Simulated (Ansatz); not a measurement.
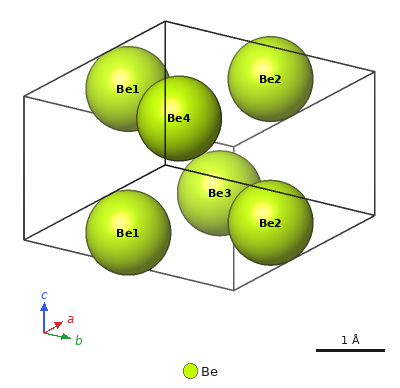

Solid Be (set up in P4_2/mnm), before the relaxation. A spheres-only model of the cell of the calculation, seen from a free direction.

Level of theory: DFT r2SCAN, scalar-relativistic, plane waves, PAW (Ansatz).

The input:
```yaml
crystal:
  lattice:
    - [3.746814, 0.0, 0.0]
    - [0.0, 3.746814, 0.0]
    - [0.0, 0.0, 2.28128]
  atoms:
    - { symbol: Be, position: [0.297408, 0.297408, 0.0] }
    - { symbol: Be, position: [0.702592, 0.702592, 0.0] }
    - { symbol: Be, position: [0.202592, 0.797408, 0.5] }
    - { symbol: Be, position: [0.797408, 0.202592, 0.5] }
basis:
  ecutwfc: 500
kpoints:
  mp_grid: { grid: [12, 12, 18] }
hamiltonian:
  xc: r2scan
scf:
  occupations: { method: gaussian, width: 0.1 }
output:
  forces: true
  stress: true
  eigenvalues: true
relax:
  adjacent_minimum: "off"
  f_tol: 0.005
  max_steps: 80
  cell: { stress_tol: 0.05 }
```

What does the optimiser find from here?

After 2 accepted moves (3 points after the start) the energy has fallen by 0.4 meV per atom. The largest force component goes from 0.012 to 0.0027 eV/Å. The pressure goes from 0.02 to 0.03 GPa. The SCF was repeated once at an unchanged geometry on a basis and grid sized afresh for the cell, which shifted the energy by less than 0.05 meV per atom at most. No atom moves by more than 0.005 Å relative to the cell. The drawn cell changes at constant volume: a = b 3.747 → 3.758 Å (+0.3 %), c 2.281 → 2.268 Å (−0.6 %). Near-neighbour distances that change, for instance: Be1–Be1 2.281 → 2.268 Å, Be1–Be2 2.147 → 2.151 Å. The space group stays P4_2/mnm (No. 136). The run took of the order of 40 core-seconds on a shared host.
